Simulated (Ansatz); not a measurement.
# CsBr: band-structure calculation

- system: CsBr (Pm-3m, 2 atoms in the cell)
- method: DFT, PBE, all-electron LAPW, non-relativistic, no spin polarisation (Ansatz 0.2.0)

It belongs to a series of runs on one base structure; here: no relativity.

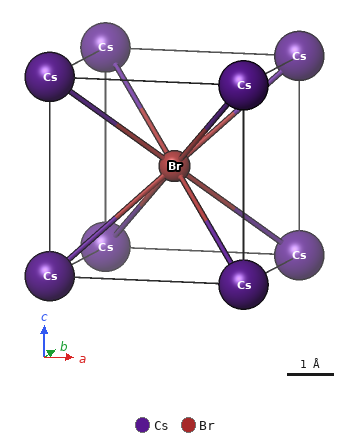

*The structure as given in the input (ball-and-stick view of the cell of the calculation, seen slightly off an axis).*

Near neighbours in the crystal (not all of them lie inside the picture): Cs has 8 Br at 3.80 Å; Br has 8 Cs at 3.80 Å.

## Input file
```yaml
crystal:
  lattice:
    - [4.3893007101, 0.0, 0.0]
    - [0.0, 4.3893007101, 0.0]
    - [0.0, 0.0, 4.3893007101]
  atoms:
    - { symbol: Cs, position: [0.0, 0.0, 0.0] }
    - { symbol: Br, position: [0.5, 0.5, 0.5] }
kpoints:
  mp_grid: { grid: [7, 7, 7] }
  band_path:
    path:
      - [0.0, 0.0, 0.0]
      - [0.0, 0.5, 0.0]
      - [0.5, 0.5, 0.0]
      - [0.0, 0.0, 0.0]
      - [0.5, 0.5, 0.5]
      - [0.0, 0.5, 0.0]
      - [0.5, 0.5, 0.5]
      - [0.5, 0.5, 0.0]
    npoints: 8
scf:
  occupations: { method: fermi_dirac, width: 0.02 }
hamiltonian:
  xc: pbe
  pseudopotentials:
    kind: all_electron
    lapw: { basis_error: 0.0005 }
    relativity: none
output:
  forces: true
  stress: true
  eigenvalues: true
  populations: true
```

Machine: 1 thread of Arm Neoverse V2, 24 GiB of memory available, shared host.

Launch command:
```bash
ansatz run input.yaml --threads 1 --pin off --max-ram 2048MiB --backend cpu --events-out ev --progress --plain --runs-dir out
```

## The program's output
```
Cs: projections on atomic orbitals take those of the free atom 1s2 2s2 2p6 3s2 3p6 3d10 4s2 4p6 4d10 5s2 5p6 6s1, of charge +0.00 (hamiltonian.pseudopotentials.projection_atoms)
Br: projections on atomic orbitals take those of the free atom 1s2 2s2 2p6 3s2 3p6 3d10 4s2 4p5, of charge +0.00 (hamiltonian.pseudopotentials.projection_atoms)
LAPW: plane waves up to 5.259 Å⁻¹, error target 5.0e-4 eV per atom; Br in spheres of 1.877 Å, 23 of its electrons in bands, Dirac shells []; Cs in spheres of 1.924 Å, 27 of its electrons in bands, Dirac shells [] (how accurate: hamiltonian.pseudopotentials.lapw.basis_error, Limitations)
Engine: ansatz 0.2.0, aarch64-unknown-linux-gnu
Pseudopotentials: kind: all_electron
Pseudopotential: Cs, LAPW, valence charge 27, lapw/all_electron/none/Cs, Schrödinger's equation, point nucleus
Pseudopotential: Br, LAPW, valence charge 23, lapw/all_electron/none/Br, Schrödinger's equation, point nucleus
Functional definition: PBE
  parameter kappa = 0.804
  parameter beta = 0.06672455060314922
  exchange = pbe_x(kappa = kappa, mu = beta*pi^2/3)
  correlation = pbe_c(beta = beta)
Crystal: 2 atoms, lattice volume = 84.564 Å³
Basis set: ecut = 105.37268602484033 eV, 203 PW (Γ), exchange–correlation at level 2
Bands: 30, of which v1, the nominal top of the filled ones, is band 25 counted from 1 (24 counted from 0)
Symmetry: 48 space group operations
Space group: Pm-3m (ITA 221), of the structure as read, at distance tolerance 4.4e-5 Å
k-points: 20 of 343
Non-local potential: Cs, projectors of the file, none
Non-local potential: Br, projectors of the file, none
Initial density: superposition of atomic densities (chi_scale 0.1, normalization cell, long waves kept (reshape's long-wave potential 0.00 eV rms))
Initial wavefunctions: plane waves of lowest kinetic energy (no species holds an atomic orbital)
Functional: x = pbe(κ = 0.804, μ = 0.2195149727645171), c = pbe(β = 0.06672455060314922)
iter 1 solved again at ethr=6.63e-4 eV; its pass at ethr=1.00e-1 eV (dr2=3.32e-1 eV) is discarded
SCF iter   1: F=—  HF=-275653.232133 eV  |F-HF|=—  |Δ(HF+E_count)|=         —  Δρ=1.11e-2  dr2=3.31e-1  ethr=6.63e-4  ⟨swp⟩=2.8  Hψ=3452  notcnv=0
preconditioner: auto → Resta (q_TF=auto, 2.500 Å⁻¹)  ε∞=2.4  [insulator: Δε(μ)=5.530 eV  Ē_g=13.463 eV  σ=0.020 eV  W_gap=1.00  n_scr=26 (ndim 8)  ℏωp=16.2 eV  f_vac=0.139  D(μ)=0.00/eV (n_scr^D=0)  ε∞_Penn≈2.4]
SCF iter   2: F=—  HF=-275652.969995 eV  |F-HF|=—  |Δ(HF+E_count)|=   2.62e-1  Δρ=5.29e-3  dr2=8.29e-2  ethr=6.63e-4  ⟨swp⟩=3.0  Hψ=2066  notcnv=0
SCF iter   3: F=—  HF=-275652.965640 eV  |F-HF|=—  |Δ(HF+E_count)|=   4.36e-3  Δρ=3.23e-3  dr2=3.21e-2  ethr=1.66e-4  ⟨swp⟩=2.0  Hψ=2003  notcnv=0
iter 4 solved again at ethr=3.91e-6 eV; its pass at ethr=6.42e-5 eV (dr2=1.96e-3 eV) is discarded
SCF iter   4: F=—  HF=-275652.969494 eV  |F-HF|=—  |Δ(HF+E_count)|=         —  Δρ=7.84e-4  dr2=1.95e-3  ethr=3.91e-6  ⟨swp⟩=2.0  Hψ=3192  notcnv=0
the basis was enlarged: its passes take 86.9 KiB over the memory plan, 1 of 1 planned eigensolver slots
SCF iter   5: F=—  HF=-275652.969811 eV  |F-HF|=—  |Δ(HF+E_count)|=   3.16e-4  Δρ=1.84e-4  dr2=5.51e-5  ethr=3.91e-6  ⟨swp⟩=2.9  Hψ=2068  notcnv=0
SCF iter   6: F=—  HF=-275652.969907 eV  |F-HF|=—  |Δ(HF+E_count)|=   9.68e-5  Δρ=3.84e-5  dr2=1.47e-6  ethr=1.10e-7  ⟨swp⟩=3.0  Hψ=2043  notcnv=0
SCF iter   7: F=—  HF=-275652.969932 eV  |F-HF|=—  |Δ(HF+E_count)|=   2.48e-5  Δρ=2.15e-5  dr2=4.40e-7  ethr=2.94e-9  ⟨swp⟩=3.0  Hψ=2061  notcnv=0
SCF iter   8: F=-275652.969934 eV  HF=-275652.969934 eV  |F-HF|=7.54e-8  |Δ(HF+E_count)|=   1.33e-6  Δρ=4.98e-6  dr2=2.96e-8  ethr=8.80e-10  ⟨swp⟩=3.0  Hψ=2071  notcnv=0
SCF 1 converged in 8 iterations: F = -275652.969934 eV  dr2 = 2.96e-8
NSCF: frozen V_eff on 57 k-points
SCF converged after 8 iterations
Free energy (F): -275652.969934 eV
Harris-Foulkes:  -275652.969934 eV  (|F-HF|=7.54e-8)
Internal energy: -275652.969934 eV  (E = F + TS)
E sigma→0 (E₀):  -275652.969934 eV
Fermi energy:    7.288406 eV
--- Per-component energies (eV) ---
  E_band       = -3430.647509
  E_kinetic    = 275539.299887
  E_xc         = -7546.007107
  E_electrostatic = -543646.262714  (all electrons and nuclei)
  E_smearing   = -0.000000  (= −TS)
  E_closure    = 0.000000  (closes the sum)
  E_atoms      = -275646.815762  (free atoms, spherical and without spin; not in F)
  Σ components = -275652.969934   (vs F -275652.969934, Δ=0.00e0)
  Basis errors (estimates in eV, not in F): energy 1.8e-4 per atom: plane waves 1.6e-4 (1.1e-4 summed), levels above the bands 2.9e-115, relativity 0.0e0, radial functions 2.4e-5, core shells 1.3e-7; eigenvalues (radial functions only) 9.9e-6; not estimated: angular momenta, meshes, grids; target (lapw.basis_error) 5.0e-4; muffin-tin radii Br 1.877 Å, Cs 1.924 Å
--- Forces (eV/Å), atoms counted from 1 ---
  atom   1  Cs    -0.00000000    -0.00000000     0.00000000
  atom   2  Br     0.00000000    -0.00000000     0.00000000
  max |Σ_I F_I| component: 5.10e-31 eV/Å
--- Stress (GPa, compression-positive) ---
        0.191276       0.000000       0.000000
        0.000000       0.191276       0.000000
        0.000000       0.000000       0.191276
  P = ⅓ Tr σ = 0.1913 GPa (1.913 kbar)
--- Band table (eV; the first three rows and the last of 20) ---
  k-point 0: bands = ["-191.4723", "-158.2402", "-158.2402", "-158.2402", "-145.2810", "-145.2810", "-145.2810", "-65.4534", "-65.4534", "-65.4514", "-65.4514", "-65.4514", "-54.9253", "-54.9253", "-54.9253", "-54.9248", "-54.9248", "-12.8918", "-6.6845", "-1.5546", "-1.5546", "-1.5546", "4.8694", "4.8694", "4.8694", "9.6666", "9.6666", "9.6973", "13.4094", "13.4094"]
  k-point 1: bands = ["-191.4723", "-158.2402", "-158.2402", "-158.2402", "-145.2810", "-145.2810", "-145.2810", "-65.4534", "-65.4534", "-65.4514", "-65.4514", "-65.4514", "-54.9253", "-54.9253", "-54.9253", "-54.9248", "-54.9248", "-12.8804", "-6.6896", "-1.6212", "-1.5390", "-1.5390", "4.6126", "4.8386", "4.8386", "9.7821", "10.0696", "10.1169", "13.2996", "13.2996"]
  k-point 2: bands = ["-191.4723", "-158.2402", "-158.2402", "-158.2402", "-145.2810", "-145.2810", "-145.2810", "-65.4534", "-65.4533", "-65.4514", "-65.4514", "-65.4514", "-54.9253", "-54.9253", "-54.9253", "-54.9248", "-54.9248", "-12.8545", "-6.7024", "-1.7603", "-1.5033", "-1.5033", "4.1287", "4.7676", "4.7676", "10.0980", "11.0106", "11.1398", "13.1639", "13.1639"]
  k-point 19: bands = ["-191.4723", "-158.2402", "-158.2402", "-158.2402", "-145.2810", "-145.2810", "-145.2810", "-65.4533", "-65.4533", "-65.4514", "-65.4514", "-65.4514", "-54.9253", "-54.9253", "-54.9253", "-54.9248", "-54.9248", "-12.7388", "-6.5402", "-1.9040", "-1.8923", "-1.8923", "3.9014", "3.9014", "3.9793", "12.0899", "12.5162", "12.5162", "13.4523", "13.4523"]
--- Löwdin populations: 2 sites ---
  site symbol       q [e]
     0     Cs     54.2058
     1     Br     35.7157
  spilling = 0.000873 (of n_electrons = 90.000000)
```

## File populations.tsv
```
# site	symbol	l	j	q
# orbitals = lowdin
# n_electrons = 90.000000
# spilling = 0.000873
# projection_atom_Cs: 1s2 2s2 2p6 3s2 3p6 3d10 4s2 4p6 4d10 5s2 5p6 6s1
# projection_atom_Br: 1s2 2s2 2p6 3s2 3p6 3d10 4s2 4p5
0	Cs	0_1S	-	2.000000
0	Cs	0_2S	-	1.999982
0	Cs	0_3S	-	1.999757
0	Cs	0_4S	-	1.997235
0	Cs	0_5S	-	1.952315
0	Cs	0_6S	-	0.282366
0	Cs	1_2P	-	6.000000
0	Cs	1_3P	-	5.999998
0	Cs	1_4P	-	5.999828
0	Cs	1_5P	-	5.974299
0	Cs	2_3D	-	10.000000
0	Cs	2_4D	-	9.999983
1	Br	0_1S	-	1.999997
1	Br	0_2S	-	1.999880
1	Br	0_3S	-	1.997582
1	Br	0_4S	-	1.924350
1	Br	1_2P	-	5.999999
1	Br	1_3P	-	5.999839
1	Br	1_4P	-	5.794048
1	Br	2_3D	-	9.999983
```

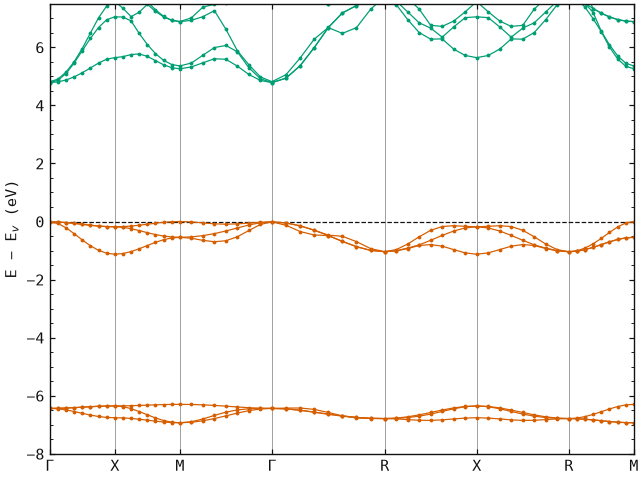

*Band structure along Γ–X–M–Γ–R–X–R–M, with energies from the valence-band top.*

There is a gap of 4.78 eV on this path, direct, at Γ.

## Key numbers

```json
{"quantity": "outcome", "value": "converged"}
{"quantity": "space group (tolerance 0.01 Å)", "value": "Pm-3m (221)"}
{"quantity": "electrons in bands (core shells apart)", "value": "50"}
{"quantity": "free energy", "value": "−275652.9699 eV"}
{"quantity": "Fermi energy", "value": "7.288 eV"}
{"quantity": "gap on the k-point mesh", "value": "4.80 eV"}
{"quantity": "pressure", "value": "0.19 GPa"}
{"quantity": "largest force (length of the vector)", "value": "under 0.001 eV/Å"}
{"quantity": "wall time", "value": "7.1 s"}
{"quantity": "peak memory", "value": "0.25 GiB"}
```
